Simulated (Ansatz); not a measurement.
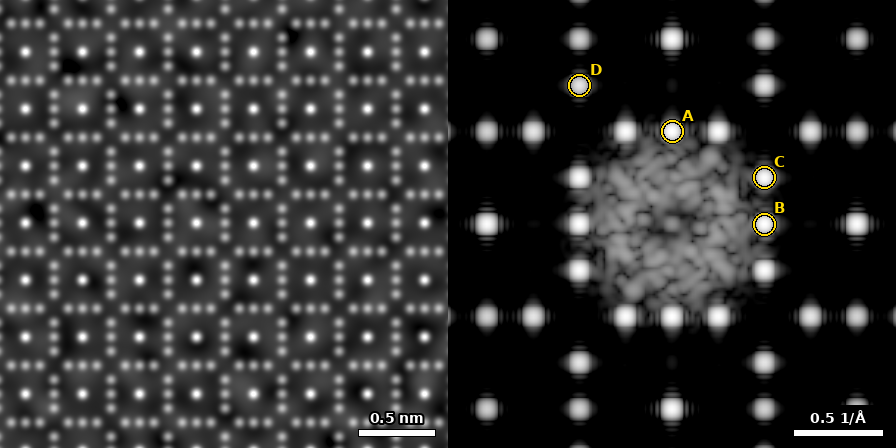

Z-contrast image of C (Pm-3n, No. 223) along [001]. The image is simulated as a sum over atoms of Z^1.7, blurred by a 0.50 Å probe (no channelling). The probe carries 15 % of its weight in a tail 2.5 times as wide. The display is stretched by a gamma of 0.65; percentages refer to the linear signal. The speckle of an amorphous layer was added. Model: the input geometry of a calculation; the starting structure was generated, so it need not be a known form of this composition.

The right panel is the modulus of the image's Fourier transform on a logarithmic scale.

a = 3.818 Å, b = 3.818 Å, c = 3.818 Å, α = 90.00°, β = 90.00°, γ = 90.00°

Question: Index the marked spots and give their plane spacings (the zone axis points at the viewer; indices equivalent by symmetry, or all signs reversed, are as good).

Answer: A: (0 -2 0), d = 1.91 Å; B: (-2 0 0), d = 1.91 Å; C: (-2 -1 0), d = 1.71 Å; D: (2 -3 0), d = 1.06 Å. A and B enclose 90°, and every spot obeys the zone law hu + kv + lw = 0 for [001].
